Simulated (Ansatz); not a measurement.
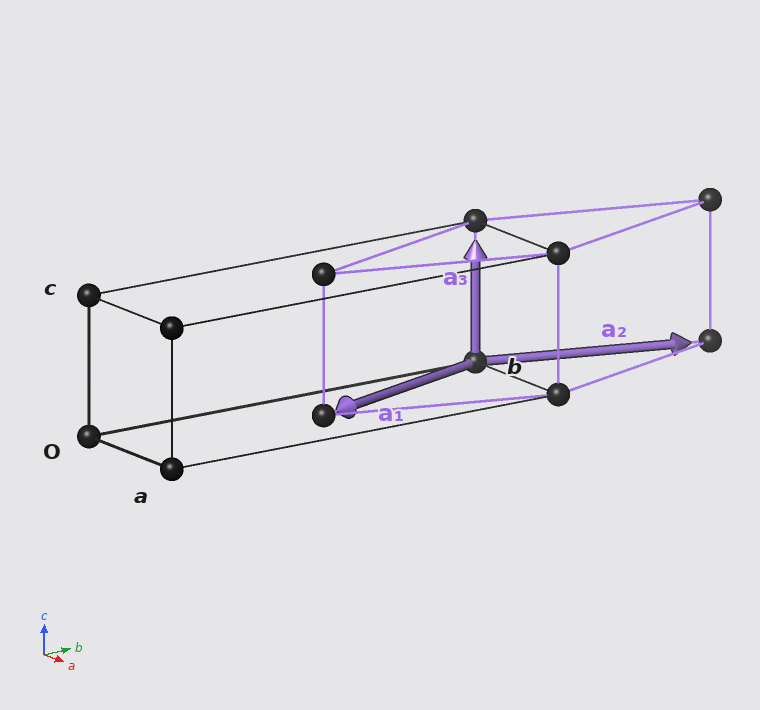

The conventional cell (thin) and a primitive cell (coloured, vectors a₁, a₂, a₃, drawn from the corner at b), with the lattice points alone. Crystal: Cu, the input geometry of an electronic-structure calculation (not necessarily at equilibrium). Symmetry computed with spglib at a tolerance of 0.002 Å; standard conventional cell.

a = 2.437 Å, b = 7.953 Å, c = 2.475 Å, α = 90.00°, β = 90.00°, γ = 90.00°.

What is the centring, and how are the primitive vectors built?

Answer. C, C-centred orthorhombic, with lattice points at (0, 0, 0), (1/2, 1/2, 0). a₁ = 1/2 a − 1/2 b; a₂ = 1/2 a + 1/2 b; a₃ = c.

Give the primitive cell's size and content.

Answer. Edges 4.159, 4.159, 2.475 Å; angles 90.00°, 90.00°, 145.93°; volume 23.99 Å³, 1/2 of the conventional cell; 2 of its 4 atoms.
